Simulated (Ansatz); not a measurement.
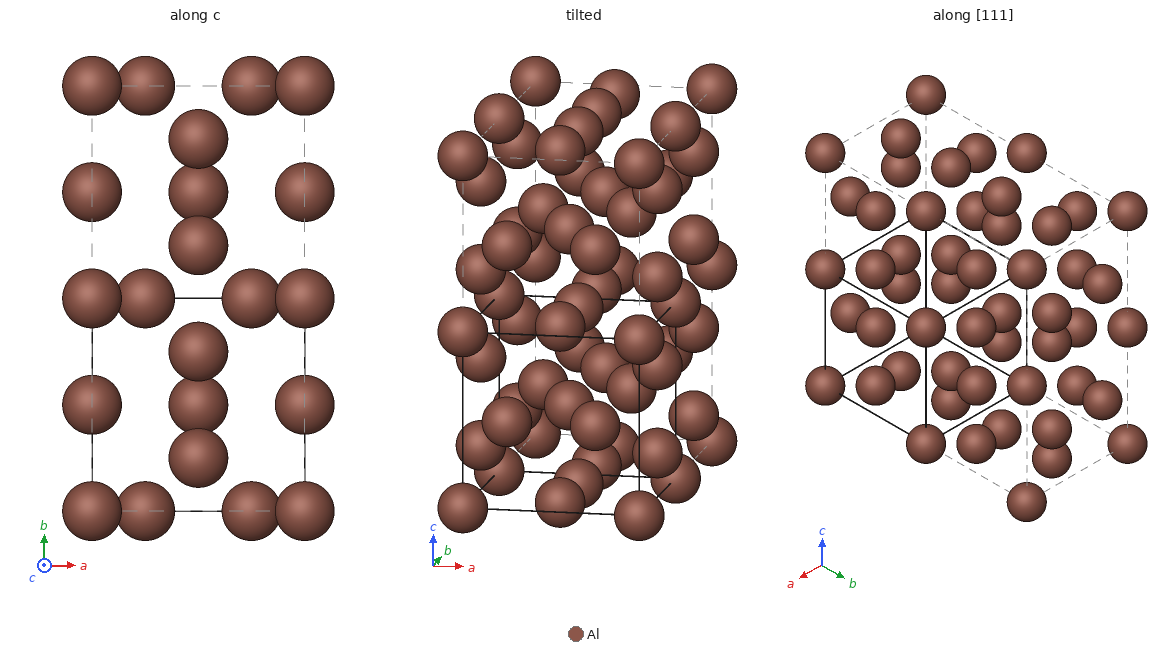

Crystal structure, spheres-only style, seen along the c axis, slightly off an axis and along [111]. The drawing covers 1×2×2 cells, and the solid lines enclose one conventional unit cell.

The element is aluminium. Space group Pm-3n (No. 223), lattice primitive cubic. Type of structure: β-tungsten (A15) type. The cell holds eight atoms.

The initial geometry was a textbook structure type filled with this element (whether it is the usual form wasn't checked). The geometry was optimised with Ansatz, DFT r2SCAN, scalar-relativistic, plane waves, PAW.
